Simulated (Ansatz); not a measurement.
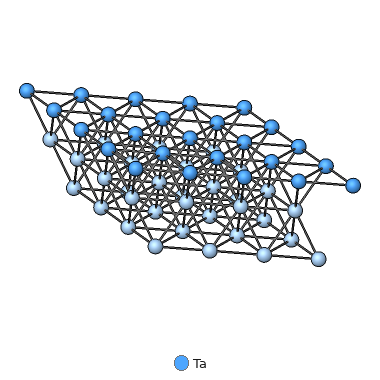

The system is Si on a Ta(111) slab cut from the Fm-3m phase, its upper half relaxed before the scan (12 atoms of substrate and one adsorbate in a 2 × 2 cell); the picture shows it without the atoms that are moved over the map. 
- Si is moved over the surface cell; relaxed at each place: the height of the adsorbate's atoms; substrate rigid; the origin of the map has the adsorbate above Ta9.
- Places are given modulo a cell vector. The map is drawn in real space over the plane of the surface.
- The scan uses a 6 × 6 grid; 10 points were computed and 26 follow by symmetry.
- Places are given in fractions of the 1 × 1 surface cell.
- Energies are in eV, from the lowest grid point.
- These are results of Ansatz 0.2.0, DFT PBE, scalar-relativistic, plane waves, PAW, not measurements. Settings: cutoff 420 eV, k-mesh 6×6×1, gaussian smearing 0.1 eV, no spin polarisation.

Range: position of Si13 along the first surface vector from 0.000 to 0.833; position of Si13 along the second surface vector from 0.000 to 0.833.

What will the energy surface look like?

The lowest grid point is at a threefold hollow over a third-layer Ta atom, (4/6, 2/6) of the cell vectors. There is a further well near a threefold hollow over a second-layer Ta atom, (2/6, 4/6) of the cell vectors (0.06 eV above the lowest at that grid point). The highest grid point, the top site over a surface Ta atom, (0/6, 0/6) of the cell vectors, lies 1.20 eV above the lowest. On the interpolated surface the easiest way out of the lowest well to the well at a threefold hollow over a second-layer Ta atom, (2/6, 4/6) of the cell vectors passes a barrier of about 0.26 eV. At the lowest point the adsorbate has 3 Ta at 2.56 Å as nearest neighbours, at the highest 1 Ta at 2.40 Å. Its relaxed height above the top atom is 1.89 Å at the lowest and 2.40 Å at the highest point.

| second ↓, first → | 0/6 | 1/6 | 2/6 | 3/6 | 4/6 | 5/6 |
| --- | --- | --- | --- | --- | --- | --- |
| 5/6 | 1.08 | 0.82 | 0.31 | 0.31 | 0.82 | 1.08 |
| 4/6 | 0.68 | 0.31 | 0.06 | 0.31 | 0.68 | 0.82 |
| 3/6 | 0.26 | 0.31 | 0.31 | 0.26 | 0.29 | 0.29 |
| 2/6 | 0.68 | 0.82 | 0.68 | 0.29 | 0.00 | 0.29 |
| 1/6 | 1.08 | 1.08 | 0.82 | 0.29 | 0.29 | 0.82 |
| 0/6 | 1.20 | 1.08 | 0.68 | 0.26 | 0.68 | 1.08 |

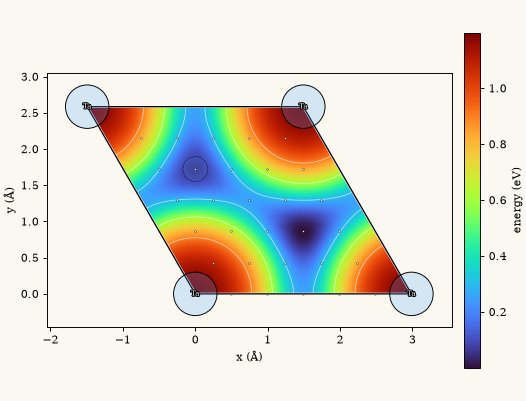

The picture shows a smooth colour map with a few white contour lines, dots at the grid points, labelled circles for the atoms of the top layer and small ones for the second layer, the outline of one cell of the plane. Between grid points the surface is interpolated.

The whole map (10 points run) took 3.4 min on 4 threads of AMD EPYC 9R45 96-Core Processor (Zen 5) (shared host).

PAW datasets: the set soft_1.
